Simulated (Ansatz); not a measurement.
Ga$_{17}$N$_{18}$ (cell charge −3, with a compensating background) (cell with a defect)

```
CELL_PARAMETERS angstrom
4.82754 2.78718 5.24311
-4.82754 2.78718 5.24311
0.00000 -5.57436 5.24311
ATOMIC_POSITIONS crystal
Ga 0.38584 0.71635 0.39505
Ga 0.71667 0.06152 0.71905
Ga 0.38585 0.06151 0.04988
Ga 0.71667 0.38553 0.39505
Ga 0.06185 0.71634 0.71904
Ga 0.71930 0.71897 0.05250
Ga 0.05429 0.05396 0.38749
Ga 0.06184 0.38551 0.04987
Ga 0.44560 0.77214 0.77880
Ga 0.44679 0.11398 0.44749
Ga 0.77246 0.44527 0.77880
Ga 0.44559 0.44528 0.10567
Ga 0.77763 0.77733 0.44677
Ga 0.11430 0.11396 0.78000
Ga 0.77764 0.11325 0.11084
Ga 0.11427 0.44648 0.44749
Ga 0.11356 0.77732 0.11084
N 0.52702 0.52670 0.86023
N 0.51355 0.84647 0.51452
N 0.84679 0.18100 0.84676
N 0.51355 0.18099 0.17998
N 0.84677 0.51324 0.51452
N 0.18132 0.84646 0.84675
N 0.84766 0.84734 0.18086
N 0.17955 0.17924 0.51276
N 0.18131 0.51323 0.17999
N 0.22451 0.58224 0.55771
N 0.23945 0.90242 0.23595
N 0.58257 0.22419 0.55772
N 0.22452 0.22418 0.91577
N 0.57055 0.57023 0.24035
N 0.90274 0.90242 0.57266
N 0.57056 0.90682 0.90375
N 0.90274 0.23913 0.23595
N 0.90715 0.57023 0.90375
```

The program warned that a starting moment wasn't kept; spin-polarised, but the moments vanished.

Computed with DFT PBE, scalar-relativistic, plane waves, PAW in Ansatz.

The density is the valence pseudo-density of a PAW calculation; it isn't the true density close to the nuclei.

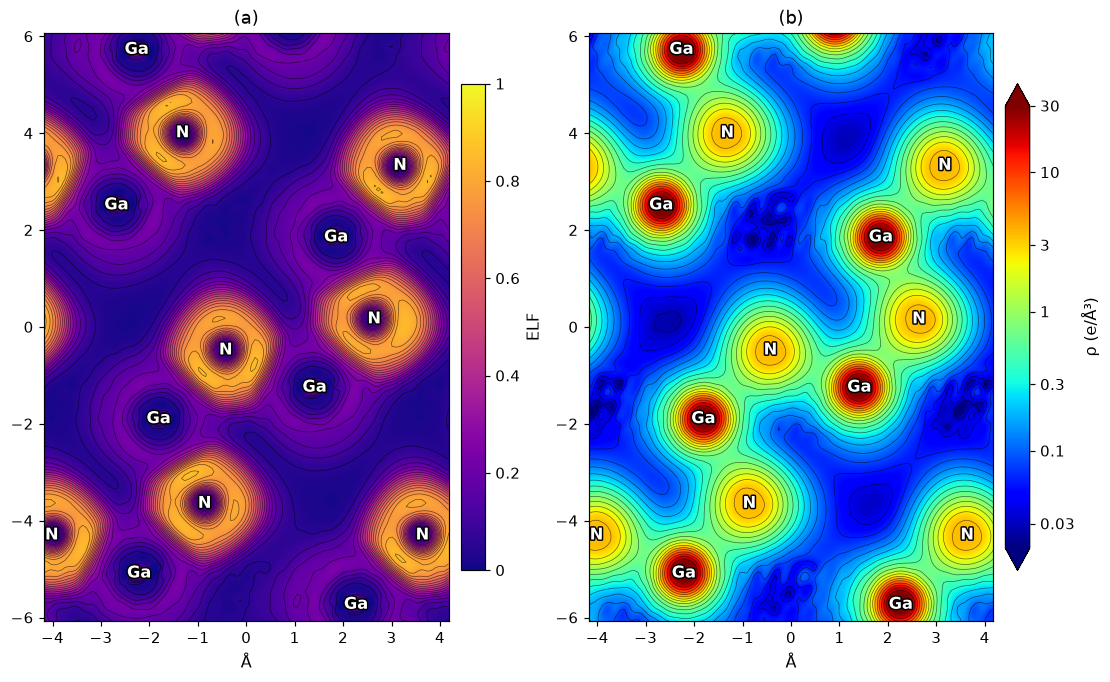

Figure 1. (a) electron localisation function; (b) valence electron density on the (11̄0) plane of the calculation cell.

Q: What does the map show?

A: The section cuts through Ga and N sites. Ga–N (1.87 Å): ρ at the midpoint is about 0.87 e/Å³; the ELF peaks at about 0.80 in the valence shell of N, 0.7 Å from its nucleus, and is about 0.50 at the midpoint. Ga–N (1.98 Å): the density is about 0.71 e/Å³ at the midpoint; the ELF peaks at about 0.85 in the valence shell of N, 0.7 Å from its nucleus, and is about 0.50 at the midpoint. Ga–N (2.02 Å): ρ is about 0.65 e/Å³ halfway; the ELF peaks at about 0.85 in the valence shell of N, 0.7 Å from its nucleus, and is about 0.45 at the midpoint. Between the atoms the lowest density in this plane is 0.006 e/Å³.

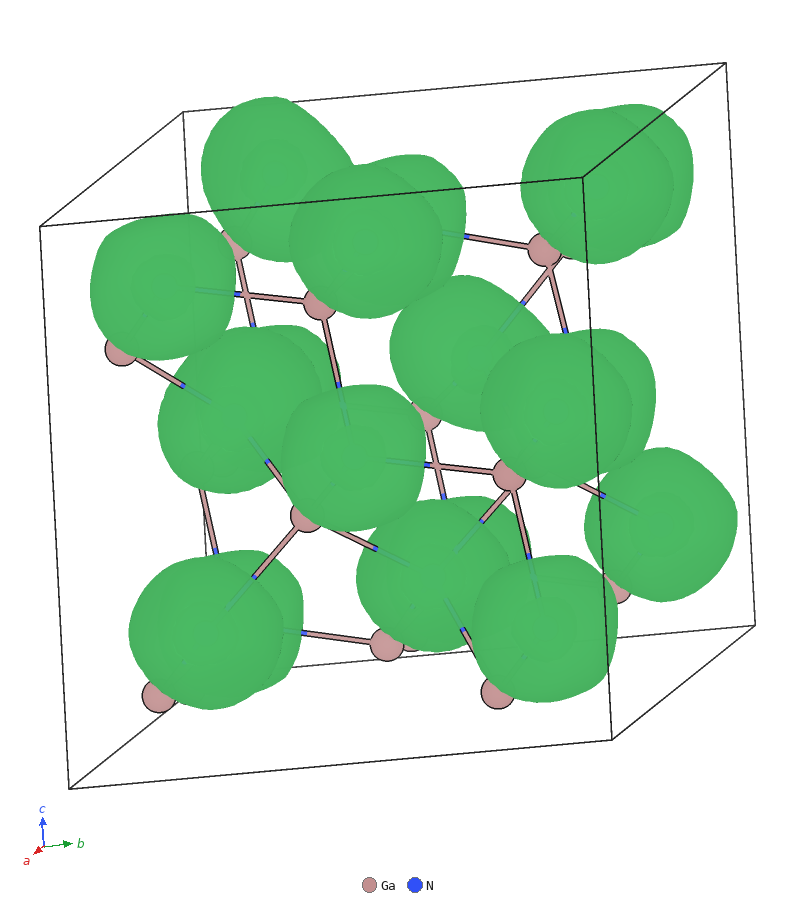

Figure 2. Isosurface of the ELF at 0.65 (green), seen slightly off an axis. Only the valence region is drawn (cores and ρ < 0.01 e/Å³ removed). Sticks mark near contacts.

Q: Describe the localisation domains.

A: At this value the surface marks out 18 regions wrapped around N (the valence shell of each), counted in one cell of 35 atoms. Regions shared between cells count once.


 Ga–N (1.96 Å): the ELF peaks at about 0.85 in the valence shell of N, 0.7 Å from its nucleus, and is about 0.50 at the midpoint.

Q: Does the calculation give a band gap?

A: It is gapped, with a Kohn–Sham gap of 2.2 eV on the k-point mesh, an upper bound to the gap of this method.
